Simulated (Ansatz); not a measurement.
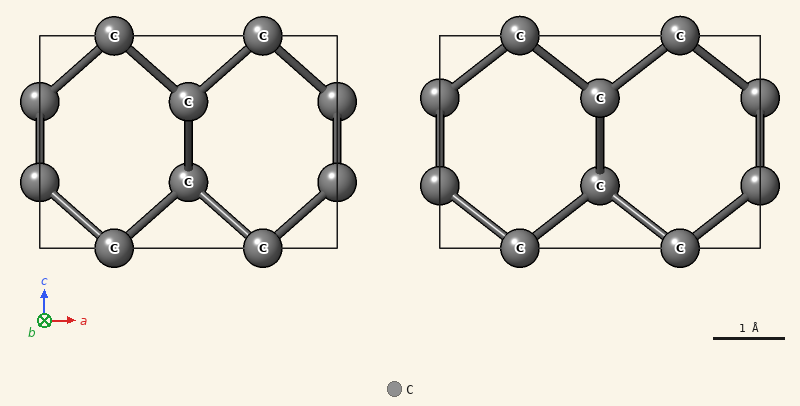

Two geometries of crystalline C (a generated structure, set up in Cmme) (coarse preliminary run), drawn at one scale. One is the start of a relaxation, the other its converged end. Style: ball-and-stick. Shown: the conventional cell (2 times the calculation's cell), along the b axis. Lengths and directions refer to the drawn axes.

Method: Ansatz, DFT PBE, scalar-relativistic, plane waves, PAW. (plane-wave cutoff 420 eV; k-point mesh 6 × 6 × 6; occupations gaussian; smearing width 0.1 eV; no spin polarisation; cell and atoms relaxed; force threshold 0.04 eV/Å; at most 70 steps)

Which geometry has the lower energy?

The right one is the relaxed one. The largest moves relative to the cell, 0.049 Å, are those of C atoms. The drawn cell changes as follows: a 4.221 → 4.548 Å (+7.7 %), b 5.179 → 5.381 Å (+3.9 %), c 3.013 → 3.018 Å (+0.2 %); the volume changes by +12.1 %. Some distances before and after: C–C 1.571 → 1.671 Å, C–C 1.512 → 1.573 Å, C–C 1.509 → 1.547 Å. Among the angles between lasting bonds that change: C–C–C 103.5° → 110.0°, C–C–C 88.7° → 94.6°, C–C–C 91.3° → 85.4°. The space group stays Cmme (No. 67). Over 6 accepted moves (8 points after the start) the energy falls by 1.069 eV per cell of the calculation. The largest force component goes from 1.7 to 0.0012 eV/Å. Pressure: 49.88 GPa at the start and 0.09 GPa at the end. The SCF was repeated twice at an unchanged geometry on a basis and grid sized afresh for the cell, which shifted the energy by 43.4 meV per cell of the calculation at most. Cost: 65 s on 1 thread of Intel(R) Xeon(R) Processor @ 2.50GHz (Skylake/Cascade Lake), on a shared host, peak memory 0.34 GiB.
